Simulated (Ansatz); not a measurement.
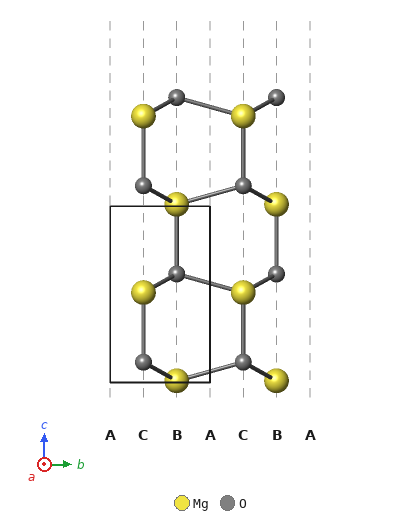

Projection along an edge of the hexagonal mesh, stacking direction c upwards. The dashed lines mark the three columns A (0, 0), B (1/3, 2/3) and C (2/3, 1/3). The sequence starts with the first layer at or above the cell's origin.

The compound is MgO (space group P6_3mc, No. 186), taken as the input geometry of an electronic-structure calculation (not necessarily at equilibrium); the starting structure was generated, so it need not be a known form of this composition.

Question: Read off the stacking sequence over one period.

Answer: Mg(B) – O(C) – Mg(C) – O(B) (four layers in 5.03 Å).

Question: How are the O layers alone stacked?

Answer: O layers alone: CB, the hexagonal close-packed type.

Question: Which positions between or in the O layers do the other atoms fill?

Answer: Mg: two tetrahedral sites, counted in one hexagonal cell.

Question: What short polytype symbol fits?

Answer: Polytype symbol 2H, the symbol of a tetrahedral polytype (number of double layers in the repeat and lattice).
